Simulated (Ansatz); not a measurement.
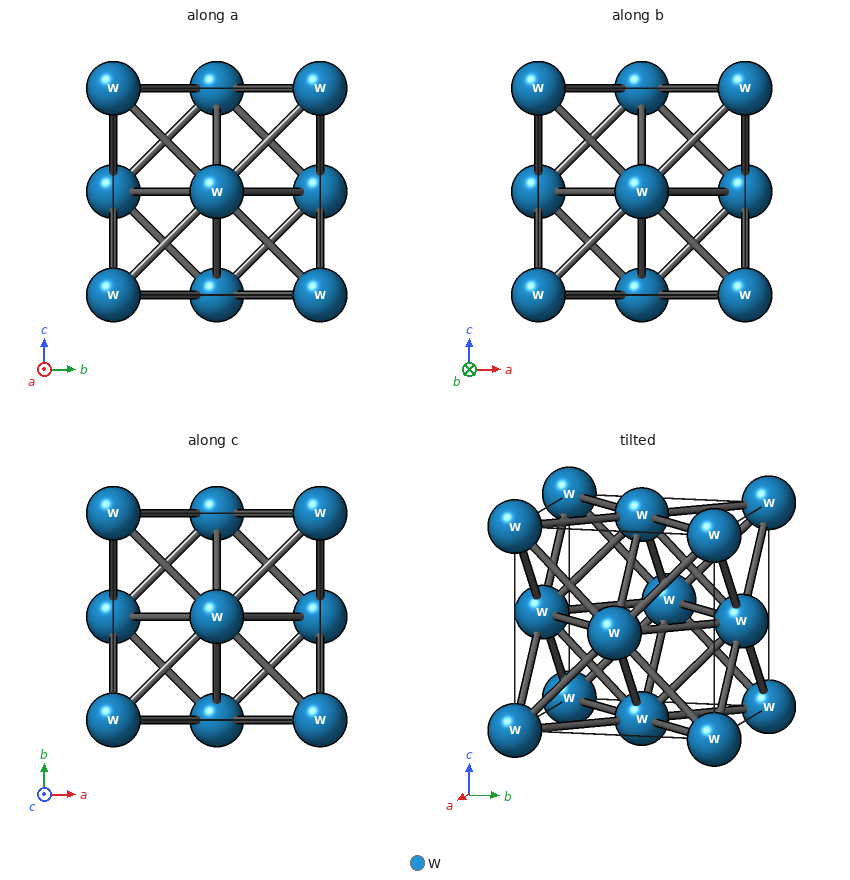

Crystal structure, ball-and-stick style, seen along the a axis, along the b axis, along the c axis and slightly off an axis. The parallelepiped is the conventional unit cell.

Lattice parameters: a = 4.0960 Å, b = 4.0960 Å, c = 4.0960 Å, α = 90.000°, β = 90.000°, γ = 90.000°.

Q: Convert the drawing into a CIF with its space group and independent sites.

A:
```cif
data_structure
_symmetry_space_group_name_H-M 'F m -3 m'
_symmetry_Int_Tables_number 225
_cell_length_a 4.0960
_cell_length_b 4.0960
_cell_length_c 4.0960
_cell_angle_alpha 90.000
_cell_angle_beta 90.000
_cell_angle_gamma 90.000
_cell_volume 68.72
loop_
_atom_site_label
_atom_site_type_symbol
_atom_site_symmetry_multiplicity
_atom_site_Wyckoff_symbol
_atom_site_fract_x
_atom_site_fract_y
_atom_site_fract_z
_atom_site_occupancy
W1 W 4 a 0.0000 0.0000 0.0000 1
```

The structure was taken from a structure type filled with this element by a generator (whether the element takes this form wasn't checked). Earlier steps of the study may have refined or changed the cell and positions. An electronic-structure calculation with Ansatz was run on it.

At this level of theory the cell isn't at rest (stretched, at -11 GPa), so its distances can differ from those at equilibrium, the more so the softer the solid.
